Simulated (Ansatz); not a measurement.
System: Li₁₆H₁₆O (cell charge −2, with a compensating background) (cell with a defect).

The calculation's input:

```
crystal:
  lattice:
    - [-4.0071000518, 4.0071000518, -4.0071000518]
    - [4.0071000518, -4.0071000518, -4.0071000518]
    - [-4.0071000518, -4.0071000518, 4.0071000518]
  atoms:
    - { symbol: Li, position: [0.0031407525, 0.2567679061, 0.75] }
    - { symbol: Li, position: [0.75, 0.2567679061, 1.0031407525] }
    - { symbol: Li, position: [0.4963728463, 0.2432320939, 0.2432320939] }
    - { symbol: Li, position: [0.2567679061, 0.0031407525, 0.75] }
    - { symbol: Li, position: [0.2432320939, 0.2432320939, 0.4963728463] }
    - { symbol: Li, position: [1.0055704839, 1.0055704839, 1.0055704839] }
    - { symbol: Li, position: [0.75, 0.0031407525, 0.2567679061] }
    - { symbol: Li, position: [0.4944295161, 0.75, 0.75] }
    - { symbol: Li, position: [0.4968592475, 0.0036271537, 0.4968592475] }
    - { symbol: Li, position: [0.2567679061, 0.75, 1.0031407525] }
    - { symbol: Li, position: [0.0031407525, 0.75, 0.2567679061] }
    - { symbol: Li, position: [0.75, 0.4944295161, 0.75] }
    - { symbol: Li, position: [0.75, 0.75, 0.4944295161] }
    - { symbol: Li, position: [0.4968592475, 0.4968592475, 1.0036271537] }
    - { symbol: Li, position: [0.2432320939, 0.4963728463, 0.2432320939] }
    - { symbol: Li, position: [0.0036271537, 0.4968592475, 0.4968592475] }
    - { symbol: H, position: [0.75, 0.2563518331, 0.4918459041] }
    - { symbol: H, position: [0.4918459041, 0.2563518331, 0.75] }
    - { symbol: H, position: [0.2436481669, 0.2436481669, -0.014505929] }
    - { symbol: H, position: [0.0081540959, 0.0081540959, 0.514505929] }
    - { symbol: H, position: [-0.014505929, 0.2436481669, 0.2436481669] }
    - { symbol: H, position: [0.75, 0.0820657274, 0.75] }
    - { symbol: H, position: [0.514505929, 0.0081540959, 0.0081540959] }
    - { symbol: H, position: [0.2563518331, 0.75, 0.4918459041] }
    - { symbol: H, position: [0.2436481669, -0.014505929, 0.2436481669] }
    - { symbol: H, position: [0.0820657274, 0.75, 0.75] }
    - { symbol: H, position: [0.75, 0.75, 0.0820657274] }
    - { symbol: H, position: [0.4179342726, 0.4179342726, 0.4179342726] }
    - { symbol: H, position: [0.4918459041, 0.75, 0.2563518331] }
    - { symbol: H, position: [0.2563518331, 0.4918459041, 0.75] }
    - { symbol: H, position: [0.0081540959, 0.514505929, 0.0081540959] }
    - { symbol: H, position: [0.75, 0.4918459041, 0.2563518331] }
    - { symbol: O, position: [0.75, 0.75, 0.75] }
  host:
    lattice:
      - [0.0, 2.0035500259, 2.0035500259]
      - [2.0035500259, 0.0, 2.0035500259]
      - [2.0035500259, 2.0035500259, 0.0]
    atoms:
      - { symbol: Li, position: [0.0, 0.0, 0.0] }
      - { symbol: H, position: [0.5, 0.5, 0.5] }
total_charge: -2
basis:
  ecutwfc: 420
  xc_grid: 2
kpoints:
  mp_grid: { grid: [2, 2, 2], shift: [0.5, 0.5, 0.5] }
hamiltonian:
  xc: pbe
scf:
  occupations: { method: gaussian, width: 0.01 }
output:
  forces: true
  stress: false
  eigenvalues: true
  charged_corrections:
    defect_position: [0.75, 0.75, 0.75]
    epsilon: [[14.9362, 0.0, 0.0], [0.0, 14.9362, 0.0], [0.0, 0.0, 14.9362]]
  write_density: true
  write_potential: true
  elf: true
  volumetric_format: npy
relax:
  adjacent_minimum: "off"
  f_tol: 0.025
  max_steps: 45
```

Launched as:

```sh
ansatz run input.yaml --threads 4 --pin off --max-ram 6144MiB --backend cpu --events-out ev --progress --plain --runs-dir out
```

The fields are those of the relaxed geometry.

All numbers below come from DFT PBE, scalar-relativistic, plane waves, PAW (Ansatz).

> What can the converged valence pseudo-density and electron localisation function tell about the bonding?

Li–H (1.72 Å): ρ is about 0.22 e/Å³ halfway; the ELF climbs to about 1 towards the hydrogen.
Li–O (1.74 Å): the density is about 0.64 e/Å³ at the midpoint; the ELF peaks at about 0.85 in the valence shell of O, 0.6 Å from its nucleus, and falls to about 0.15 next to Li (a closed-shell, largely ionic contact).
Li–H (1.97 Å): ρ at the midpoint is about 0.14 e/Å³; the ELF climbs to about 1 towards the hydrogen.

> Metal or insulator at this level of theory?

It is gapped, with a Kohn–Sham gap of 2.5 eV on the k-point mesh (the band edges may lie off the mesh, which would make the gap smaller).

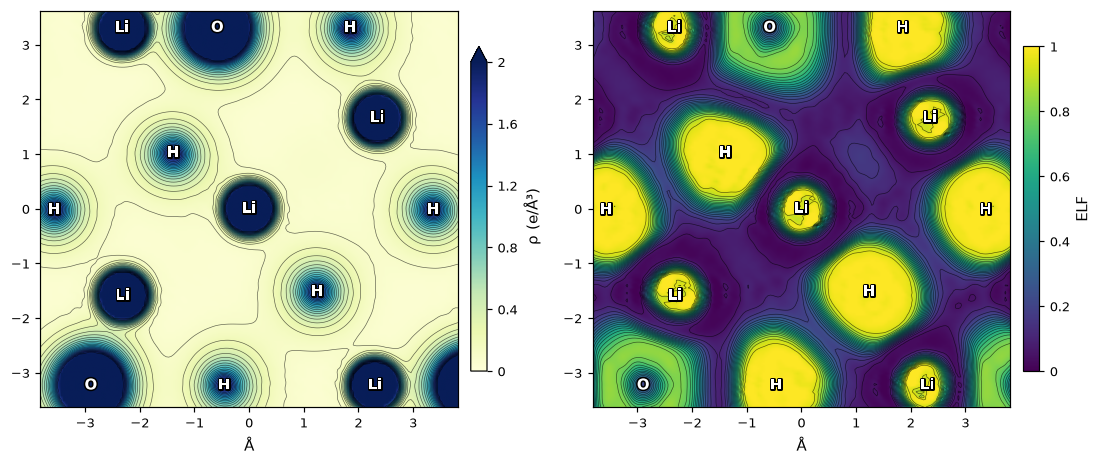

Computed valence pseudo-density and electron localisation function on the (011̄) plane of the calculation cell, in this order. 

In a PAW calculation such maps are meaningful between the atoms, not at the nuclei.
